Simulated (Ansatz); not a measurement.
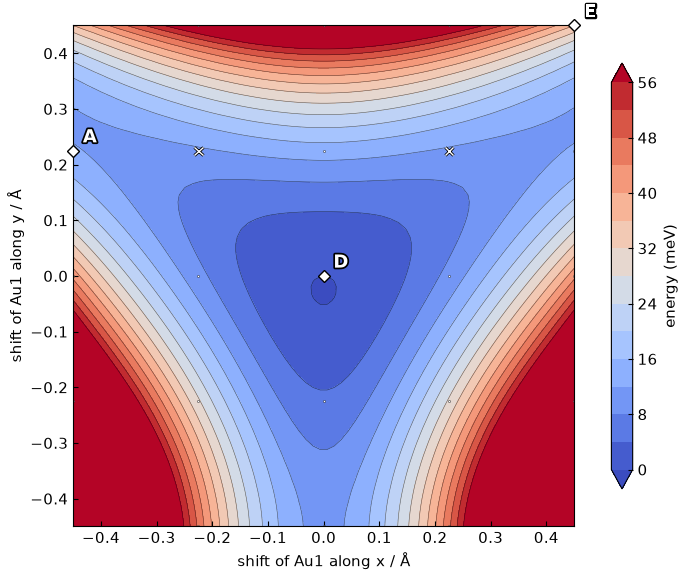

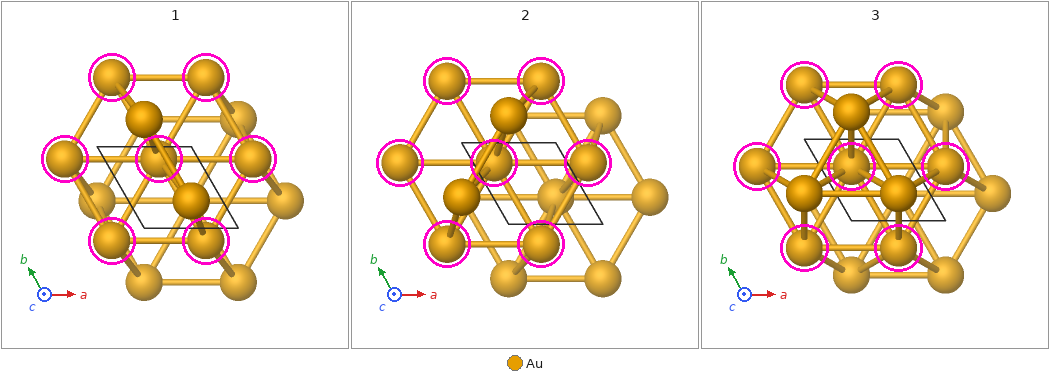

Au (P6_3/mmc, No. 194; 2 atoms in the cell). 
- Atom Au1 is moved over a plane while all other atoms and the cell stay fixed (its periodic images move with it) (x along [1 0 0], y along [1 2 0], z along [0 0 1] of the conventional cell).
- The first coordinate is: shift of Au1 along x; the second: shift of Au1 along y.
- The grid has 5 × 5 points; 14 points were computed and 9 follow by symmetry. At 2 points there is no value.
- All energies are given in meV per cell relative to the lowest grid point.
- The reference cell is the one listed in the database, not relaxed at this level.
- All numbers below come from Ansatz, DFT PBEsol, scalar-relativistic, plane waves, PAW. Settings: cutoff 420 eV, k-mesh 18×18×10 in the order of the run's cell vectors, gaussian smearing 0.15 eV, no spin polarisation.

The picture shows filled contours, crosses at grid points without a value, dots at the grid points, one colour for all values above the top of the scale, lettered points. Between grid points the surface is interpolated. The numbered pictures are the structures at these points, in random order. Rings mark the moved atoms.

**Which structure belongs to which point?**

A is structure 2: shift of Au1 along x = −0.450 Å, shift of Au1 along y = 0.225 Å, 13 meV; D is structure 3: shift of Au1 along x = 0.000 Å, shift of Au1 along y = 0.000 Å, 0 meV; E is structure 1: shift of Au1 along x = 0.450 Å, shift of Au1 along y = 0.450 Å, 36 meV.
